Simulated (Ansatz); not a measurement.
## Energy of Se along an even scaling of the cell

System: Se (3 atoms in the cell).
Method: Kohn-Sham DFT of a periodic cell, PBE, all-electron LAPW, scalar-relativistic, no spin polarisation (Ansatz 0.2.0).

The 7 runs differ only in the geometry, by an even scaling of the cell at fixed fractional positions. The structure derives from an entry of the Crystallography Open Database.

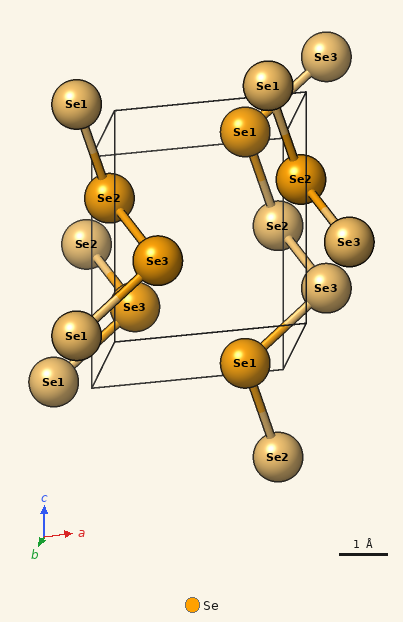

Figure 1. The structure of run 4 (ball-and-stick view of the cell of the calculation, seen at an oblique angle; neighbours outside the cell are drawn fainter; atoms are numbered from 1 in the order of the input).

## Input of run 4
```yaml
crystal:
  lattice:
    - [4.3662, 0.0, 0.0]
    - [-2.1831, 3.781240118, 0.0]
    - [0.0, 0.0, 4.9536]
  atoms:
    - { symbol: Se, position: [0.7746, 0.7746, 0.0] }
    - { symbol: Se, position: [0.0, 0.2254, 0.6666666667] }
    - { symbol: Se, position: [0.2254, 0.0, 0.3333333333] }
kpoints:
  mp_grid: { grid: [7, 7, 6] }
scf:
  occupations: { method: fermi_dirac, width: 0.05 }
hamiltonian:
  xc: pbe
  pseudopotentials: { kind: all_electron, lapw: { basis_error: 0.001 } }
output:
  forces: true
  stress: true
  eigenvalues: true
```

Command:
```bash
ansatz run input.yaml --threads 2 --pin off --max-ram 5120MiB --backend cpu --events-out ev --progress --plain --runs-dir out
```

Lattice vectors (Å) and fractional positions of run 4:
```
   4.366200    0.000000    0.000000
  -2.183100    3.781240    0.000000
   0.000000    0.000000    4.953600
Se  0.774600  0.774600  0.000000
Se -0.000000  0.225400  0.666667
Se  0.225400  0.000000  0.333333
```

Run 2 differs from it as follows:
```diff
-    - [4.3662, 0.0, 0.0]
-    - [-2.1831, 3.781240118, 0.0]
-    - [0.0, 0.0, 4.9536]
+    - [4.3071900636, 0.0, 0.0]
+    - [-2.1535950318, 3.730136014, 0.0]
+    - [0.0, 0.0, 4.8866512526]
```

## Results, with one run withheld

```csv
run,volume per atom (Å³),"free energy per atom, from the lowest run given (meV)",pressure (GPa),gap on the mesh (eV)
1,25.625,60.45,7.11,1.16
2,26.170,?,?,?
3,26.716,22.78,4.07,1.20
4,27.261,11.20,2.77,1.22
5,27.806,3.81,1.60,1.22
6,28.351,0.20,0.55,1.19
7,28.896,0.00,−0.40,1.17
```

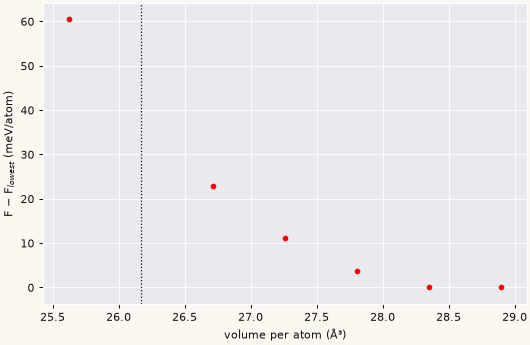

Figure 2. Free energy per atom of the runs given; the dotted line marks run 2.

Estimate the energy of run 2 from the others.

A cubic polynomial in V^(−2/3) (the Birch–Murnaghan form), fitted to the 6 runs given, misses them by under 0.01 meV per atom. With x = V^(−2/3) − 0.11001 Å⁻², it reads F = 8.8364 + 5698.6 x + 8.9267e+05 x² + 1.5725e+06 x³ (meV per atom). At run 2 it gives 39.05 meV per atom, and the run itself gives 39.05. The slope of the fit gives a pressure −dF/dV of 5.51 GPa there, and the run prints 5.51 GPa. The fit has its minimum at 28.655 Å³ per atom, where V d²F/dV² gives 49.7 GPa. Cell shape and fractional positions are held, so this is the stiffness under even scaling; the relaxed bulk modulus wasn't computed and can be far lower in a crystal of layers, chains or molecules like this one. The gap on the mesh lies between 1.16 eV (run 1) and 1.22 eV (run 4); run 2 has 1.18 eV. These are gaps of this functional on this mesh, which can miss the band edges; they aren't the measured gap.

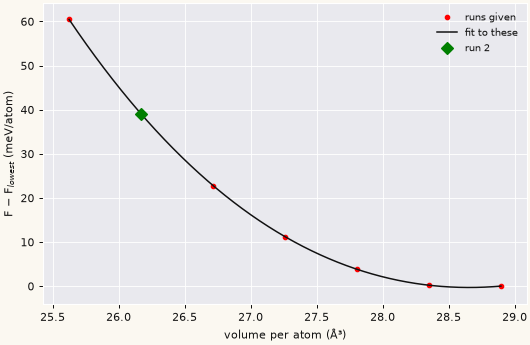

Figure 3. The fit and the withheld run.

## Output, shortened to warnings, some set-up lines, iterations and results (run 2)
```
Basis set: ecut = 337.8148161250053 eV, 1119 PW (Γ), exchange–correlation at level 2
Symmetry: 6 space group operations
k-points: 40 of 294 (time reversal used)
Initial density: superposition of atomic densities (chi_scale 0.1, normalization cell)
[...]
SCF iter   1: F=—  HF=-198376.946157 eV  |F-HF|=—  |Δ(HF+E_count)|=         —  Δρ=2.16e-2  dr2=2.55e-1  ethr=3.55e-4  ⟨swp⟩=2.7  Hψ=10907  notcnv=0
SCF iter   2: F=—  HF=-198376.890327 eV  |F-HF|=—  |Δ(HF+E_count)|=   5.58e-2  Δρ=1.22e-2  dr2=8.81e-2  ethr=3.53e-4  ⟨swp⟩=2.0  Hψ=5080  notcnv=0
SCF iter   3: F=—  HF=-198376.879039 eV  |F-HF|=—  |Δ(HF+E_count)|=   1.13e-2  Δρ=1.90e-3  dr2=2.81e-3  ethr=3.92e-6  ⟨swp⟩=2.0  Hψ=8603  notcnv=0
SCF iter   4: F=—  HF=-198376.882902 eV  |F-HF|=—  |Δ(HF+E_count)|=         —  Δρ=5.31e-4  dr2=3.16e-4  ethr=3.90e-6  ⟨swp⟩=2.0  Hψ=4781  notcnv=0
SCF iter   5: F=—  HF=-198376.882876 eV  |F-HF|=—  |Δ(HF+E_count)|=   2.62e-5  Δρ=2.00e-4  dr2=4.01e-5  ethr=4.39e-7  ⟨swp⟩=3.0  Hψ=5001  notcnv=0
SCF iter   6: F=—  HF=-198376.882919 eV  |F-HF|=—  |Δ(HF+E_count)|=   4.39e-5  Δρ=7.67e-5  dr2=6.30e-6  ethr=5.56e-8  ⟨swp⟩=3.0  Hψ=5029  notcnv=0
SCF iter   7: F=—  HF=-198376.882923 eV  |F-HF|=—  |Δ(HF+E_count)|=   3.40e-6  Δρ=4.35e-5  dr2=1.77e-6  ethr=8.75e-9  ⟨swp⟩=3.0  Hψ=4985  notcnv=0
SCF iter   8: F=—  HF=-198376.882927 eV  |F-HF|=—  |Δ(HF+E_count)|=   4.58e-6  Δρ=1.04e-5  dr2=1.08e-7  ethr=2.45e-9  ⟨swp⟩=3.0  Hψ=5109  notcnv=0
SCF iter   9: F=-198376.882928 eV  HF=-198376.882928 eV  |F-HF|=5.36e-9  |Δ(HF+E_count)|=   2.86e-7  Δρ=2.11e-6  dr2=3.72e-9  ethr=1.50e-10  ⟨swp⟩=3.0  Hψ=5114  notcnv=0
SCF 1 converged in 9 iterations: F = -198376.882928 eV  dr2 = 3.72e-9
SCF converged after 9 iterations
Free energy (F): -198376.882928 eV
Harris-Foulkes:  -198376.882928 eV  (|F-HF|=5.36e-9)
Internal energy: -198376.882927 eV  (E = F + TS)
E sigma→0 (E₀):  -198376.882928 eV
Entropy (-TS):   -0.000000 eV (-0.000 meV/atom)
Fermi energy:    8.655546 eV
--- Per-component energies (eV) ---
  E_band       = -4898.050677
  E_kinetic    = 203085.943073
  E_xc         = -7186.330643
  E_electrostatic = -394276.495358  (all electrons and nuclei)
  E_smearing   = -0.000000  (= −TS)
  E_closure    = 0.000000  (closes the sum)
  E_atoms      = -198366.516022  (free atoms, spherical and without spin; not in F)
  Σ components = -198376.882928   (vs F -198376.882928, Δ=0.00e0)
  Basis errors (estimates in eV, not in F): energy 5.2e-4 per atom: plane waves 4.7e-4 (2.7e-4 summed), levels above the bands 8.7e-73, relativity 6.3e-8, radial functions 4.4e-5, core shells 1.1e-9; eigenvalues (radial functions only) 6.5e-7; not estimated: angular momenta, meshes, grids; target …
--- Forces (eV/Å), atoms counted from 1 ---
  atom   1  Se    -0.42180063    -0.73058013     0.00000000
  atom   2  Se    -0.42180063     0.73058013     0.00000000
  atom   3  Se     0.84360127     0.00000000     0.00000000
  max |Σ_I F_I| component: 2.22e-16 eV/Å
--- Stress (GPa, compression-positive) ---
        4.417764       0.000000       0.000000
        0.000000       4.417764      -0.000000
        0.000000      -0.000000       7.690666
  P = ⅓ Tr σ = 5.5087 GPa (55.087 kbar)
```
